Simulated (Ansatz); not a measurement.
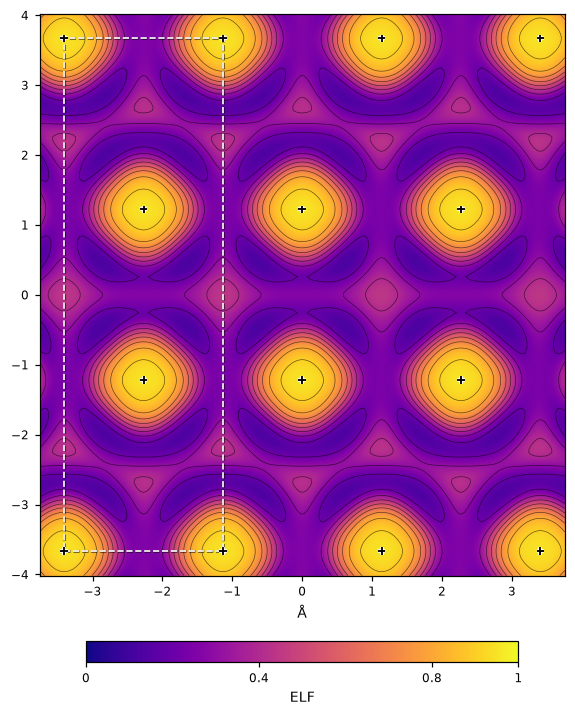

The electron localisation function on a plane through atoms (crosses mark nuclei in the plane).

Method: Ansatz, DFT, BLYP, plane waves (420 eV) with PAW, scalar-relativistic.

Candidates:
A. Cr, a = 4.23 Å, b = 4.23 Å, c = 2.27 Å, α = 90.00°, β = 90.00°, γ = 120.00°. Space group P6/mmm; set up as Cr, omega (AlB2-type); a generated structure, not necessarily the stable one; changed on purpose from its base cell (volume × 0.96); computed pressure about 10 GPa in this cell; the program warned that a starting moment wasn't kept; spin-polarised, but the moments vanished.
B. Ge, a = 5.20 Å, b = 5.20 Å, c = 2.98 Å, α = 90.00°, β = 90.00°, γ = 120.00°. Space group P6/mmm; set up as Ge, omega (AlB2-type); a generated structure, not necessarily the stable one; changed on purpose from its base cell (volume × 1.08); computed pressure about −3 GPa in this cell.

### Which system is this?

Candidate A: Cr on the (110) plane of the conventional cell, which holds Cr. Cr–Cr (2.27 Å): the ELF is about 0.25 at the midpoint: no shared electron pair shows on this line. Cr–Cr (2.44 Å): the ELF is about 0.25 at the midpoint: no shared electron pair shows on this line.
